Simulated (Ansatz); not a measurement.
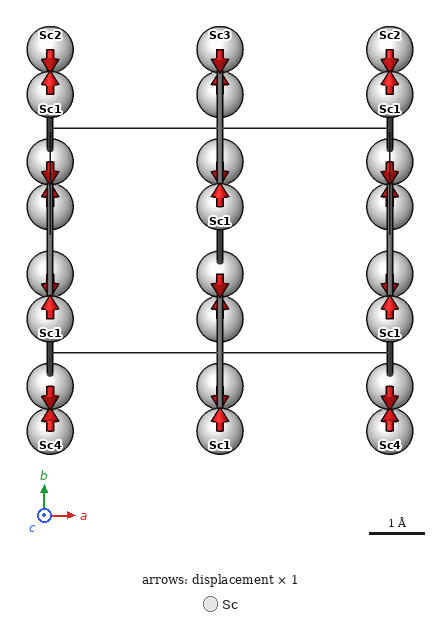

This is a relaxation of a crystal of Sc (built on the iodine_64 type) (coarse preliminary run). The starting structure is drawn; red arrows show the displacements (the part carried along by the change of the cell is left out), at their true length.

Style: ball-and-stick. Shown: the conventional cell (2 times the calculation's cell), along the c axis. Lengths and directions refer to the drawn axes.

Case: iodine type (Cmce, No. 64).

Theory: DFT PBEsol, scalar-relativistic, plane waves, PAW (Ansatz).

The input:
```yaml
crystal:
  lattice:
    - [3.0882222546, -2.0410786644, 0.0]
    - [3.0882222546, 2.0410786644, 0.0]
    - [0.0, 0.0, 8.3260685457]
  atoms:
    - { symbol: Sc, position: [0.85, 0.15, 0.117] }
    - { symbol: Sc, position: [0.65, 0.35, 0.617] }
    - { symbol: Sc, position: [0.15, 0.85, 0.883] }
    - { symbol: Sc, position: [0.35, 0.65, 0.383] }
basis:
  ecutwfc: 420
kpoints:
  mp_grid: { grid: [6, 6, 2] }
hamiltonian:
  xc: pbesol
scf:
  occupations: { method: gaussian, width: 0.1 }
  lower_state_search: "off"
output:
  forces: true
  stress: true
  eigenvalues: true
relax:
  adjacent_minimum: "off"
  f_tol: 0.04
  max_steps: 70
  cell: { stress_tol: 0.4 }
```

What happened in the run?

Answer. The largest moves relative to the cell, 0.46 Å, are those of Sc1, Sc2, Sc3 and Sc4. Sc3 goes roughly along −b. The drawn cell changes as follows: a 6.176 → 4.570 Å (−26.0 %), b 4.082 → 4.587 Å (+12.4 %), c 8.326 → 8.983 Å (+7.9 %); the volume changes by −10.3 %. Among the contacts that change: Sc1–Sc3 2.301 → 3.204 Å, Sc1–Sc4 3.800 → 3.202 Å, Sc1–Sc3 (another image) 3.742 → 3.206 Å, Sc1–Sc1 3.702 → 3.237 Å. Bond angles that change, for instance: Sc3–Sc1–Sc4 105.2° → 88.9°, Sc3–Sc1–Sc4 167.0° → 179.9°, Sc3–Sc1–Sc4 169.5° → 179.8°. The space group stays Cmce (No. 64). After 6 accepted moves (7 points after the start) the energy has fallen by 3.022 eV per cell of the calculation. Largest force component: 1.7 eV/Å at the start, 0.014 eV/Å at the end. Pressure: −3.35 GPa at the start and 0.12 GPa at the end. The SCF was repeated once at an unchanged geometry on a basis and grid sized afresh for the cell, which shifted the energy by 0.8 meV per cell of the calculation at most.

Limits of the set-up: the k-point mesh is coarse for a cell with partly filled bands.
